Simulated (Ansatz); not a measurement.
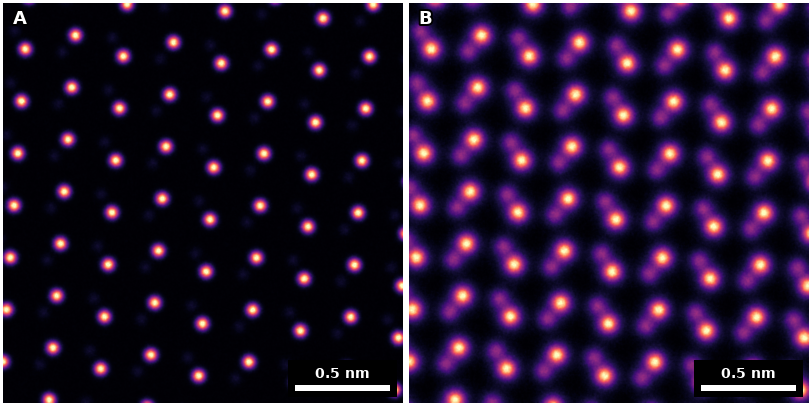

Two simulated images of the same area of GaN (P6_3mc, No. 186) along [100], with a probe of 0.52 Å. One is incoherent Z contrast (Z^1.8 per atom), the other the projected potential of neutral atoms blurred by the probe (iDPC-like, thin sample). Brightness is counted from the darkest point of the image. Shot noise was added. Structure: the end point of a relaxation with DFT PBE, scalar-relativistic, plane waves, PAW (Ansatz).

> Which panel is which, and how can one tell?

A is the Z-contrast image and B the potential image. The columns of 1 N per repeat reach about 7 % of the brightest peak (1 Ga) in A but about 40 % in B, mainly since the potential grows much more slowly with atomic number. The N columns show clearly in B alone.
